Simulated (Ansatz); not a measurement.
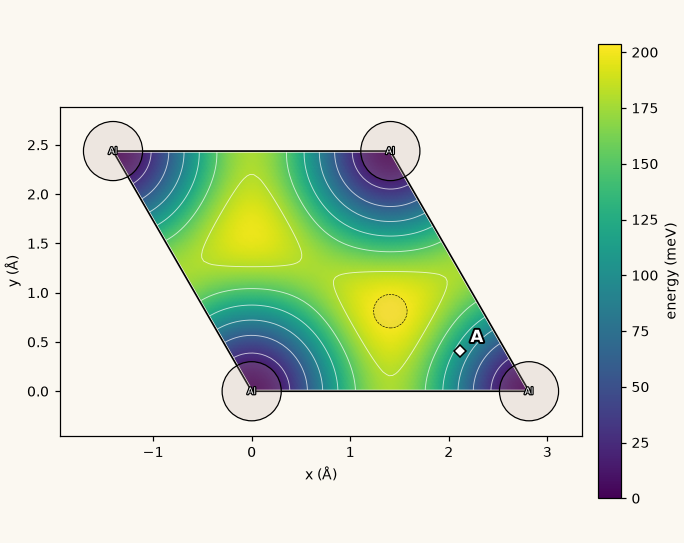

H on an Al(001) slab cut from the P6_3/mmc phase, its upper half relaxed before the scan (32 atoms of substrate and one adsorbate in a 2 × 2 cell). H is moved over the surface cell at a fixed height above a rigid substrate; the origin of the map has the adsorbate above Al29; the height is held at 2.50 Å. Places are given modulo a cell vector. The map is drawn in real space over the plane of the surface. The grid has 6 × 6 points; 10 points were computed and 26 follow by symmetry. Places are given in fractions of the 1 × 1 surface cell. Energies: meV, counted from the lowest grid point. The runs have no spin polarisation, so an open-shell adsorbate far from the surface lies too high. At a fixed height the lowest place need not be the adsorption site. These are results of Ansatz, DFT PBE+D3(BJ), scalar-relativistic, plane waves, PAW, not measurements. Settings: cutoff 420 eV, k-mesh 6×6×1, gaussian smearing 0.1 eV, no spin polarisation.

In the figure: a smooth colour map with a few white contour lines, labelled circles for the atoms of the top layer and small ones for the second layer, the outline of one cell of the plane, the point A. Between grid points the surface is interpolated.

Q: Which way does the force act at A, and how strong is it?

A: A, at (5/6, 1/6) of the cell vectors, is not a stationary point. The computed force is 0.2 eV/Å in the plane, pointing down and right in the picture (components 0.18 and −0.10 eV/Å).

PAW datasets: the set soft_1.
